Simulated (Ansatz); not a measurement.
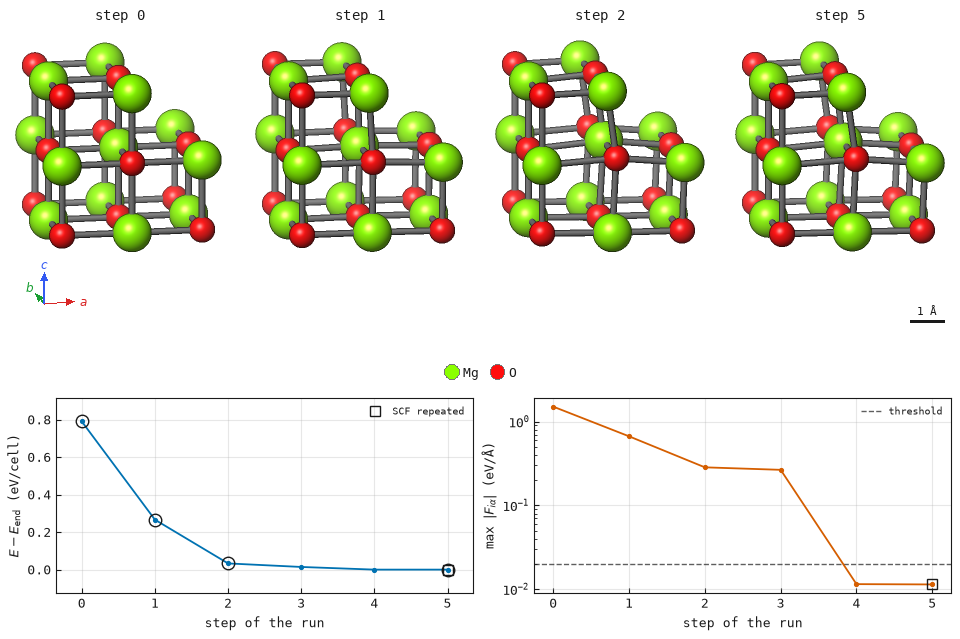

Frames of a constrained relaxation of a slab of composition MgO (cut from the Fm-3m phase), marked on the history of the run. A ball-and-stick model of the atoms within 4.2 Å of the atom that moves most (axes of the 1 × 2 repeat of the cell, outlined in the plane, without the vacuum (origin shifted)), seen slightly off an axis.

Case: stripe over 1.5 of 3 cells, two steps. 12 atoms are held fixed.

Level of theory: Ansatz 0.2.0, DFT PBE, scalar-relativistic, plane waves, PAW. Settings: plane-wave cutoff 420 eV; k-point mesh 2 × 6 × 1; occupations gaussian; smearing width 0.05 eV; no spin polarisation; dipole correction; atoms relaxed in a fixed cell; force threshold 0.02 eV/Å; at most 45 steps.

### What happens along the run?

The largest moves, 0.21 Å, are those of Mg atoms. By element the largest moves are Mg 0.21 Å, O 0.17 Å. The lattice vectors keep their values. Near-neighbour distances that change, for instance: Mg–O 2.127 → 1.959 Å, Mg–O 2.127 → 2.268 Å, Mg–O 2.127 → 2.229 Å, Mg–O 2.127 → 2.026 Å. Among the angles between lasting bonds that change: O–Mg–O 90.0° → 102.0°, O–Mg–O 180.0° → 170.0°, O–Mg–O 180.0° → 171.0°. The energy falls by 0.790 eV per cell of the calculation in 4 accepted moves (5 points after the start). The largest force component goes from 1.5 to 0.011 eV/Å. 1 step only repeated the SCF at the same geometry. From step 0 to 1: Mg atoms move most (0.09 Å), energy −0.524 eV per cell of the calculation. From step 1 to 2: Mg atoms move most (0.20 Å), energy −0.233 eV per cell of the calculation. From step 2 to 5: Mg atoms move most (0.05 Å), energy −33.1 meV per cell of the calculation.

| step | E − E(0), meV/atom | largest force component, eV/Å | note |
| --- | --- | --- | --- |
| 0 | 0.00 | 1.5096 |  |
| 1 | -12.47 | 0.6677 |  |
| 2 | -18.03 | 0.2848 |  |
| 3 | -18.47 | 0.2658 |  |
| 4 | -18.81 | 0.0115 |  |
| 5 | -18.81 | 0.0114 | same geometry, SCF repeated |
